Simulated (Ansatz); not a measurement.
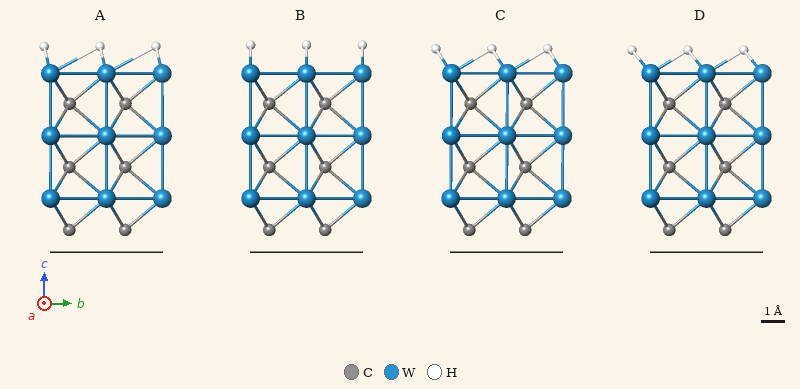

4 geometries from one constrained relaxation of a slab of composition HW₃C₃ (cut from the P-6m2 phase), in shuffled order. The picture is a ball-and-stick view of the 2 × 2 repeat of the cell, outlined in the plane, without the vacuum, seen along the a axis.

Case: H put at a bridge W-W site. The slab is the (0 0 1) face of WC with H on it. 3 atoms are held fixed.

These are results of DFT PBEsol, scalar-relativistic, plane waves, PAW (Ansatz), not measurements. Set-up: plane-wave cutoff 420 eV; k-point mesh 12 × 12 × 1; occupations gaussian; smearing width 0.1 eV; no spin polarisation; dipole correction; atoms relaxed in a fixed cell; force threshold 0.03 eV/Å; at most 70 steps.

### Put them in the order of the run, from the start to the converged end.

B, A, C, D. They are steps 0, 2, 4, 7, at +0.233 eV per cell of the calculation, +0.196 eV per cell of the calculation, +34.2 meV per cell of the calculation relative to the last. The energy falls by 0.233 eV per cell of the calculation in 6 accepted moves (7 points after the start). Largest force component: 0.24 eV/Å at the start, 0.012 eV/Å at the end. 1 step only repeated the SCF at the same geometry. The atom that moves furthest is the H atom (0.87 Å at 75° to the normal (−c side)). Largest moves by element: H 0.87 Å, C 0.01 Å, W 0.01 Å. The lattice vectors keep their values. Some distances before and after: H–W 2.818 → 1.972 Å, H–W 1.934 → 1.973 Å, C–W 2.151 → 2.161 Å, W–W 2.795 → 2.804 Å. Among the angles between lasting bonds that change: W–H–W 97.1° → 94.5°. Cost: 52 s on 2 threads of Intel(R) Xeon(R) 6975P-C (Granite Rapids) (shared host), peak memory 0.61 GiB.

Limits of the set-up: the periodic images lie only 2.9 Å apart, so the values are limited by the cell's size.
